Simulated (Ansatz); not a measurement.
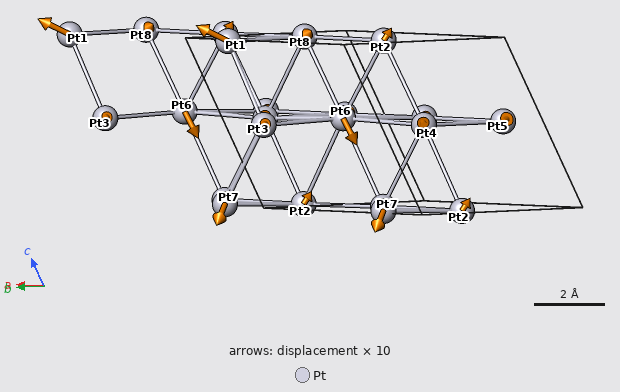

This is a relaxation of a crystal of Pt (a generated structure, set up in P1) (coarse preliminary run). The starting structure is drawn; orange arrows show the displacements (the part carried along by the change of the cell is left out), magnified 10 times.

The picture is a ball-and-stick view of the cell of the calculation, reduced to other axes, repeated 2 × 1 × 1 with one cell outlined, seen from a free direction. Lengths and directions refer to the drawn axes.

Level of theory: DFT PBE, scalar-relativistic, plane waves, PAW in Ansatz 0.2.0. Settings: plane-wave cutoff 420 eV; k-point mesh 6 × 6 × 6; occupations gaussian; smearing width 0.2 eV; no spin polarisation; cell and atoms relaxed; force threshold 0.025 eV/Å; at most 60 steps.

### What happened in the run?

The largest move relative to the cell is that of Pt1, 0.11 Å along [0 3 2]. The volume changes by +0.1 %, with a 5.386 → 5.474 Å (+1.6 %), b 5.444 → 5.533 Å (+1.6 %), c 5.532 → 5.533 Å (0.0 %), α 77.4° → 75.8°, β 61.2° → 60.3°, γ 62.8° → 60.3°. Some distances before and after: Pt1–Pt8 2.635 → 2.767 Å, Pt5–Pt6 2.896 → 2.767 Å, Pt1–Pt7 2.609 → 2.737 Å, Pt4–Pt6 2.625 → 2.737 Å. The space group (tolerance 0.01 Å) goes from P1 (No. 1) to I4/mmm (No. 139). After 3 accepted moves (4 points after the start) the energy has fallen by 0.373 eV per cell of the calculation. Largest force component: 1.3 eV/Å at the start, 0.00089 eV/Å at the end. The pressure goes from 2.85 to −0.05 GPa. The SCF was repeated once at an unchanged geometry on a basis and grid sized afresh for the cell, which shifted the energy by 0.2 meV per cell of the calculation at most.
